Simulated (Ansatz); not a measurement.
**Run report: Ta$_{3}$Si, geometry relaxation (part 3 of 3)**

Ta$_{3}$Si (slab, 16 atoms in the cell); DFT PBEsol, scalar-relativistic, plane waves, PAW, no spin polarisation (Ansatz 0.2.0); cutoff 420 eV, 5×5×1 k-mesh, Gaussian smearing of 0.1 eV. The structure derives from a Materials Project entry. The input holds or restrains some coordinates. Forces given for the steps count only the free coordinates. It belongs to a series of runs on one base structure; here: clean slab, lower half held.

Geometry of the input (Å; fractional positions):
```
6.1368  0.0000  0.0000
0.0000  6.1368  0.0000
0.0000  0.0000  22.0398
Ta 0.8369  0.3369  0.3857
Ta 0.6631  0.8369  0.3857
Ta 0.1631  0.6631  0.3857
Ta 0.3369  0.1631  0.3857
Si 0.5000  0.5000  0.4428
Si 0.0000  0.0000  0.4428
Ta 0.3369  0.8369  0.5000
Ta 0.1631  0.3369  0.5000
Ta 0.6631  0.1631  0.5000
Ta 0.8369  0.6631  0.5000
Si 0.0000  0.0000  0.5572
Si 0.5000  0.5000  0.5572
Ta 0.8369  0.3369  0.6143
Ta 0.6631  0.8369  0.6143
Ta 0.1631  0.6631  0.6143
Ta 0.3369  0.1631  0.6143
```

Output, continued
```
  k-point 5: bands = ["-65.4497", "-65.4478", "-65.4210", "-65.4207", "-65.3171", "-65.3153", "-65.2767", "-65.2765", "-65.0203", "-65.0185", "-64.9960", "-64.9957", "-32.1079", "-32.0948", "-32.0728", "-32.0487", "-32.0457", "-32.0330", "-32.0084", "-31.9920", "-31.9855", "-31.9730", "-31.9611", "-31.9538", "-31.9374", "-31.9329", "-31.9251", "-31.9056", "-31.8874", "-31.8579", "-31.8269", "-31.8020", "-31.6971", "-31.6839", "-31.6548", "-31.6346", "-31.6258", "-31.6053", "-31.6053", "-31.5900", "-31.4828", "-31.4781", "-31.3776", "-31.3708", "-31.3018", "-31.3007", "-31.2565", "-31.2471", "-7.5540", "-7.3599", "-5.4361", "-5.3790", "-3.9026", "-3.7568", "-2.1373", "-2.0631", "-1.9726", "-1.8248", "-1.1824", "-1.1104", "-0.9199", "-0.8570", "-0.6710", "-0.5542", "-0.1538", "-0.0841", "0.0800", "0.1020", "0.3555", "0.5007", "0.5492", "0.6903", "0.8194", "0.8950", "0.9228", "0.9421", "1.3476", "1.5018", "1.5730", "1.7004", "1.7133", "1.7576", "1.8910", "2.0610", "2.4182", "2.6909", "2.9496", "3.0416", "3.0812", "3.2884", "3.3832", "3.5647", "3.6516", "3.7706", "3.8819", "3.9043", "3.9627", "4.1044", "4.2314", "4.4067", "4.4875", "4.5847", "4.7182", "4.8358"]
--- Relaxed structure (5 steps of the walk, 5 accepted, 0 SCFs on fresh bases) ---
  F+E_penalty+E_count = -120157.04619231 eV   max|allowed force component| = 1.190e-2 eV/Å
  atoms:
    - { symbol: Ta, position: [0.8369338060999999, 0.33693380609999996, 0.385665954] }
    - { symbol: Ta, position: [0.6630661938999999, 0.8369338060999999, 0.385665954] }
    - { symbol: Ta, position: [0.16306619389999996, 0.6630661938999999, 0.385665954] }
    - { symbol: Ta, position: [0.33693380609999996, 0.16306619389999996, 0.385665954] }
    - { symbol: Si, position: [0.49999999999999994, 0.49999999999999994, 0.442832977] }
    - { symbol: Si, position: [0.0, 0.0, 0.442832977] }
    - { symbol: Ta, position: [0.33449761258597843, 0.8344976125859783, 0.49784436375644114] }
    - { symbol: Ta, position: [0.1655023874140215, 0.33449761258597843, 0.49784436375644114] }
    - { symbol: Ta, position: [0.6655023874140215, 0.1655023874140215, 0.49784436375644114] }
    - { symbol: Ta, position: [0.8344976125859783, 0.6655023874140215, 0.49784436375644114] }
    - { symbol: Si, position: [-5.64903565827041e-34, 7.532047544360546e-34, 0.5580572415064297] }
    - { symbol: Si, position: [0.49999999999999994, 0.49999999999999994, 0.5580572415064297] }
    - { symbol: Ta, position: [0.8415076325803239, 0.3415076325803239, 0.6072142317198969] }
    - { symbol: Ta, position: [0.6584923674196759, 0.8415076325803239, 0.6072142317198969] }
    - { symbol: Ta, position: [0.15849236741967604, 0.6584923674196759, 0.6072142317198969] }
    - { symbol: Ta, position: [0.3415076325803239, 0.15849236741967604, 0.6072142317198969] }
```

Trajectory as extended XYZ (Å, eV, eV/Å), 5 frames, from step=1 to step=5
```
16
Lattice="6.1368 0.0000 0.0000 0.0000 6.1368 0.0000 0.0000 0.0000 22.0398" Properties=species:S:1:pos:R:3:forces:R:3 step=1 energy=-120156.70479
Ta    5.1361    2.0677    8.5000    0.1198   0.1198   0.9303
Ta    4.0691    5.1361    8.5000   -0.1198   0.1198   0.9303
Ta    1.0007    4.0691    8.5000   -0.1198  -0.1198   0.9303
Ta    2.0677    1.0007    8.5000    0.1198  -0.1198   0.9303
Si    3.0684    3.0684    9.7599    0.0000   0.0000  -0.9317
Si    0.0000    0.0000    9.7599    0.0000   0.0000  -0.9317
Ta    2.0677    5.1361   11.0199   -0.1254  -0.1254   0.0000
Ta    1.0007    2.0677   11.0199    0.1254  -0.1254   0.0000
Ta    4.0691    1.0007   11.0199    0.1254   0.1254   0.0000
Ta    5.1361    4.0691   11.0199   -0.1254   0.1254   0.0000
Si    0.0000    0.0000   12.2798    0.0000   0.0000   0.9317
Si    3.0684    3.0684   12.2798    0.0000   0.0000   0.9317
Ta    5.1361    2.0677   13.5398    0.1198   0.1198  -0.9303
Ta    4.0691    5.1361   13.5398   -0.1198   0.1198  -0.9303
Ta    1.0007    4.0691   13.5398   -0.1198  -0.1198  -0.9303
Ta    2.0677    1.0007   13.5398    0.1198  -0.1198  -0.9303
16
Lattice="6.1368 0.0000 0.0000 0.0000 6.1368 0.0000 0.0000 0.0000 22.0398" Properties=species:S:1:pos:R:3:forces:R:3 step=2 energy=-120156.96270
Ta    5.1361    2.0677    8.5000    0.2042   0.2042   0.7662
Ta    4.0691    5.1361    8.5000   -0.2042   0.2042   0.7662
Ta    1.0007    4.0691    8.5000   -0.2042  -0.2042   0.7662
Ta    2.0677    1.0007    8.5000    0.2042  -0.2042   0.7662
Si    3.0684    3.0684    9.7599    0.0000   0.0000  -1.1013
Si    0.0000    0.0000    9.7599    0.0000   0.0000  -1.1013
Ta    2.0514    5.1198   11.0132   -0.0204  -0.0204  -0.6450
Ta    1.0170    2.0514   11.0132    0.0204  -0.0204  -0.6450
Ta    4.0853    1.0170   11.0132    0.0204   0.0204  -0.6450
Ta    5.1198    4.0853   11.0132   -0.0204   0.0204  -0.6450
Si    0.0000    0.0000   12.2980    0.0000   0.0000   0.1338
Si    3.0684    3.0684   12.2980    0.0000   0.0000   0.1338
Ta    5.1791    2.1107   13.3546   -0.1886  -0.1886   0.3629
Ta    4.0260    5.1791   13.3546    0.1886  -0.1886   0.3629
Ta    0.9576    4.0260   13.3546    0.1886   0.1886   0.3629
Ta    2.1107    0.9576   13.3546   -0.1886   0.1886   0.3629
16
Lattice="6.1368 0.0000 0.0000 0.0000 6.1368 0.0000 0.0000 0.0000 22.0398" Properties=species:S:1:pos:R:3:forces:R:3 step=3 energy=-120157.04266
Ta    5.1361    2.0677    8.5000    0.1738   0.1738   0.6493
Ta    4.0691    5.1361    8.5000   -0.1738   0.1738   0.6493
Ta    1.0007    4.0691    8.5000   -0.1738  -0.1738   0.6493
Ta    2.0677    1.0007    8.5000    0.1738  -0.1738   0.6493
Si    3.0684    3.0684    9.7599    0.0000   0.0000  -1.2893
Si    0.0000    0.0000    9.7599    0.0000   0.0000  -1.2893
Ta    2.0535    5.1219   10.9755   -0.0078  -0.0078  -0.1172
Ta    1.0148    2.0535   10.9755    0.0078  -0.0078  -0.1172
Ta    4.0832    1.0148   10.9755    0.0078   0.0078  -0.1172
Ta    5.1219    4.0832   10.9755   -0.0078   0.0078  -0.1172
Si    0.0000    0.0000   12.2845    0.0000   0.0000   0.1358
Si    3.0684    3.0684   12.2845    0.0000   0.0000   0.1358
Ta    5.1659    2.0975   13.3736   -0.0294  -0.0294   0.0441
Ta    4.0392    5.1659   13.3736    0.0294  -0.0294   0.0441
Ta    0.9708    4.0392   13.3736    0.0294   0.0294   0.0441
Ta    2.0975    0.9708   13.3736   -0.0294   0.0294   0.0441
16
Lattice="6.1368 0.0000 0.0000 0.0000 6.1368 0.0000 0.0000 0.0000 22.0398" Properties=species:S:1:pos:R:3:forces:R:3 step=4 energy=-120157.04619
Ta    5.1361    2.0677    8.5000    0.1700   0.1700   0.6509
Ta    4.0691    5.1361    8.5000   -0.1700   0.1700   0.6509
Ta    1.0007    4.0691    8.5000   -0.1700  -0.1700   0.6509
Ta    2.0677    1.0007    8.5000    0.1700  -0.1700   0.6509
Si    3.0684    3.0684    9.7599    0.0000   0.0000  -1.2624
Si    0.0000    0.0000    9.7599    0.0000   0.0000  -1.2624
Ta    2.0527    5.1211   10.9724   -0.0068  -0.0068  -0.0065
Ta    1.0156    2.0527   10.9724    0.0068  -0.0068  -0.0065
Ta    4.0840    1.0156   10.9724    0.0068   0.0068  -0.0065
Ta    5.1211    4.0840   10.9724   -0.0068   0.0068  -0.0065
Si    0.0000    0.0000   12.2995    0.0000   0.0000  -0.0118
Si    3.0684    3.0684   12.2995    0.0000   0.0000  -0.0118
Ta    5.1641    2.0957   13.3829    0.0013   0.0013  -0.0073
Ta    4.0410    5.1641   13.3829   -0.0013   0.0013  -0.0073
Ta    0.9726    4.0410   13.3829   -0.0013  -0.0013  -0.0073
Ta    2.0957    0.9726   13.3829    0.0013  -0.0013  -0.0073
16
Lattice="6.1368 0.0000 0.0000 0.0000 6.1368 0.0000 0.0000 0.0000 22.0398" Properties=species:S:1:pos:R:3:forces:R:3 step=5 energy=-120157.04619
Ta    5.1361    2.0677    8.5000    0.1700   0.1700   0.6509
Ta    4.0691    5.1361    8.5000   -0.1700   0.1700   0.6509
Ta    1.0007    4.0691    8.5000   -0.1700  -0.1700   0.6509
Ta    2.0677    1.0007    8.5000    0.1700  -0.1700   0.6509
Si    3.0684    3.0684    9.7599    0.0000   0.0000  -1.2624
Si    0.0000    0.0000    9.7599    0.0000   0.0000  -1.2624
Ta    2.0527    5.1211   10.9724   -0.0068  -0.0068  -0.0065
Ta    1.0156    2.0527   10.9724    0.0068  -0.0068  -0.0065
Ta    4.0840    1.0156   10.9724    0.0068   0.0068  -0.0065
Ta    5.1211    4.0840   10.9724   -0.0068   0.0068  -0.0065
Si    0.0000    0.0000   12.2995    0.0000   0.0000  -0.0119
Si    3.0684    3.0684   12.2995    0.0000   0.0000  -0.0119
Ta    5.1641    2.0957   13.3829    0.0014   0.0014  -0.0073
Ta    4.0410    5.1641   13.3829   -0.0014   0.0014  -0.0073
Ta    0.9726    4.0410   13.3829   -0.0014  -0.0014  -0.0073
Ta    2.0957    0.9726   13.3829    0.0014  -0.0014  -0.0073
```

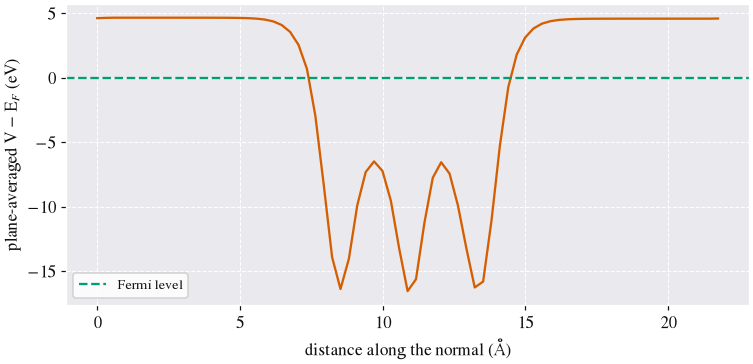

Plane average of the electrostatic potential energy of an electron across the cell, from the Fermi level. The vacuum level lies 4.58 eV above the Fermi level on the upper side and 4.66 eV on the lower.

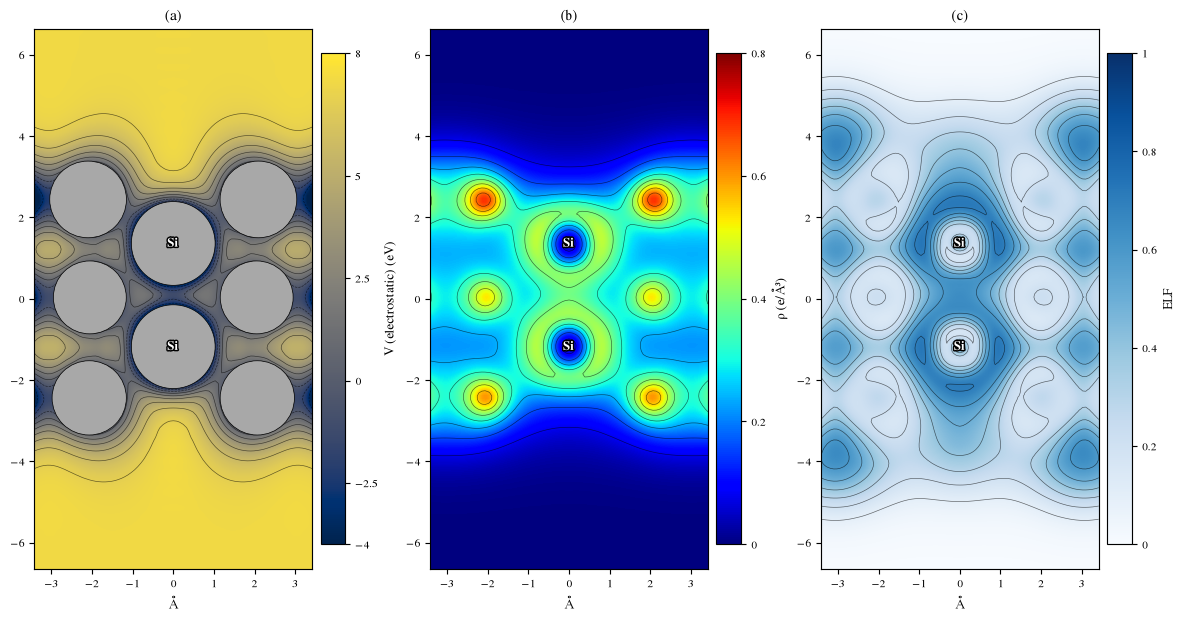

(a) electrostatic potential (local pseudopotential plus Hartree) felt by an electron; (b) valence charge density (pseudo); (c) ELF on the (100) plane of the calculation cell, a cut from vacuum to vacuum. Grey discs, where drawn, cover atomic cores. Si–Si (2.54 Å): the density is about 0.39 e/Å³ at the midpoint, a local maximum along the line; the ELF peaks at about 0.65 between the atoms. The density dies away to nearly zero in the vacuum. The fields are those of the smooth PAW valence density.

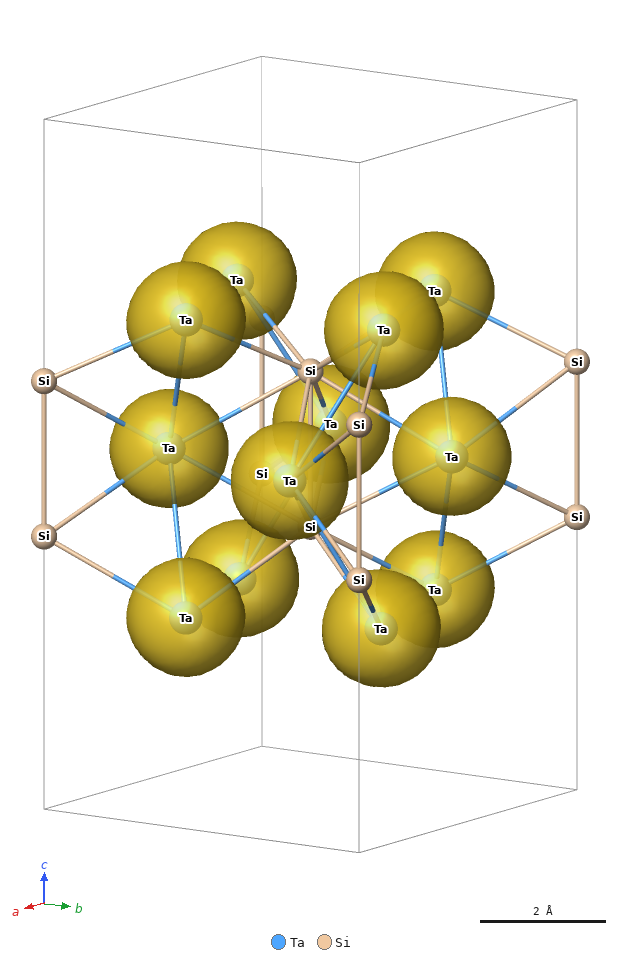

Isosurface of the valence electron density at 0.8 e/Å³ (yellow), seen at an oblique angle. Sticks mark near contacts. At this value the density breaks into separate islands; it holds about 60 % of the electrons treated as valence (semicore included). It is pinched off along the Si–Si (2.54 Å), Ta–Si (2.55 Å), Ta–Ta (2.75 Å) and Ta–Si (2.62 Å) contacts. On the grid the lowest density along these lines, outside the cores, is 0.39 e/Å³ (Si–Si, 2.54 Å), 0.41 e/Å³ (Ta–Si, 2.55 Å), 0.35 e/Å³ (Ta–Ta, 2.75 Å) and 0.37 e/Å³ (Ta–Si, 2.62 Å).

Summary

```csv
quantity,value
outcome,converged under the restraints of the input
electrons treated,172
free energy,−120157.0462 eV
"work function, top face",4.58 eV
"work function, bottom face",4.66 eV
Fermi energy,2.692 eV
gap on the k-point mesh,none (metallic)
final volume,830.01 Å³
work function (upper face),4.58 eV
"largest force (length of the vector) at the end, held atoms and coordinates included",1.262 eV/Å
wall time,2 min (CPU time 3.8 min)
peak memory,1.5 GiB
```

Remarks

Spin–orbit coupling is left out, which matters for Ta.
